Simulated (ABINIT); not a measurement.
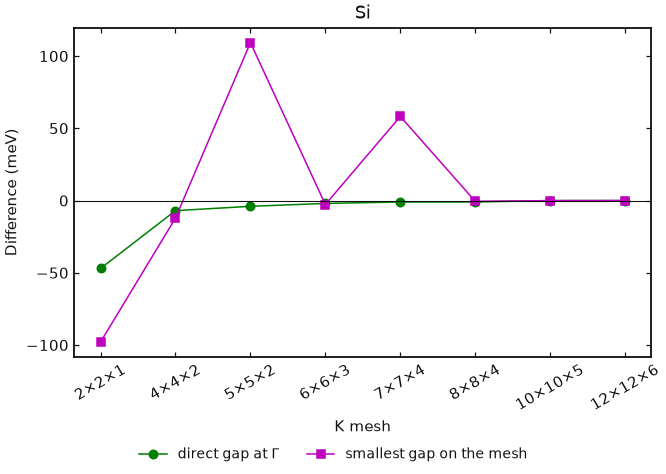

Gaps of Si, space group P1 (No. 1), 4 atoms in the cell, atoms moved at random, drawn with an rms of 0.05 Å (a = 3.83 Å, b = 3.83 Å, c = 6.33 Å, α = 90.00°, β = 90.00°, γ = 120.00°) as the k mesh is raised, all else fixed. The plot shows differences from the last run. The cell is at 5 GPa in BLYP. Method: BLYP, JTH PAW PBE v2.0, no spin polarisation, no spin-orbit coupling, 408 eV cutoff, Methfessel-Paxton smearing of 0.05 eV (ABINIT).

Q: How well are these gaps converged with the k mesh?

A: The direct gap at Γ starts −47 meV from the last run and stays within 10 meV of it from 4×4×2 on. The smallest gap on the mesh also hangs on how near the points fall to the band edges: over the last three meshes it lies between 0.286 and 0.287 eV.

```
 k mesh  direct gap at Γ (eV)  smallest gap on the mesh (eV)
  2×2×1                 0.847                          0.189
  4×4×2                 0.887                          0.275
  5×5×2                 0.890                          0.396
  6×6×3                 0.892                          0.284
  7×7×4                 0.893                          0.345
  8×8×4                 0.893                          0.286
10×10×5                 0.894                          0.287
12×12×6                 0.894                          0.287
```

The PAW data sets were made with another functional. LDA, GGA and most meta-GGA functionals understate gaps. This isn't the form of Si at room conditions, which is diamond.
